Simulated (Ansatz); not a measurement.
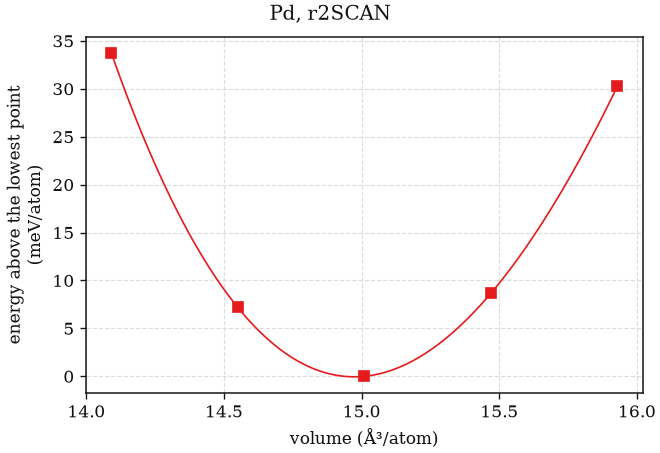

The picture above shows the energy above the lowest point against volume for Pd, space group Fm-3m (No. 225) (one of a set of cubic test structures, which need not be the stable phase).

Method: equation of state of a cubic crystal from periodic Kohn-Sham density functional theory without spin, third-order Birch-Murnaghan fit to the free energies; pressure corrected for the finite basis (Ansatz 0.2.0 development build). Level: r2SCAN.

- structure type: fcc
- atoms in cell: 1
- space group number: 225
- lattice centring: face-centred primitive
- k mesh: 15×15×15
- occupation method: Fermi–Dirac
- occupation width: 0.1 eV
- wave cutoff: 500 eV
- datasets: soft-1 PAW
- density tolerance: 1e−07 eV
- bands: 13
- density cutoff ratio: 4
- search for lower states: default

From this curve and the settings, what does the calculation give for the pressure at the same points?

The pressure falls from 13.1 GPa at volume 14.09 Å³/atom to −9.5 GPa at 15.93 Å³/atom, and changes sign near 14.98 Å³/atom.

| volume (Å³/atom) | pressure (GPa) |
| --- | --- |
| 14.09 | 13.1 |
| 14.55 | 5.7 |
| 15.01 | −0.5 |
| 15.47 | −5.4 |
| 15.93 | −9.5 |
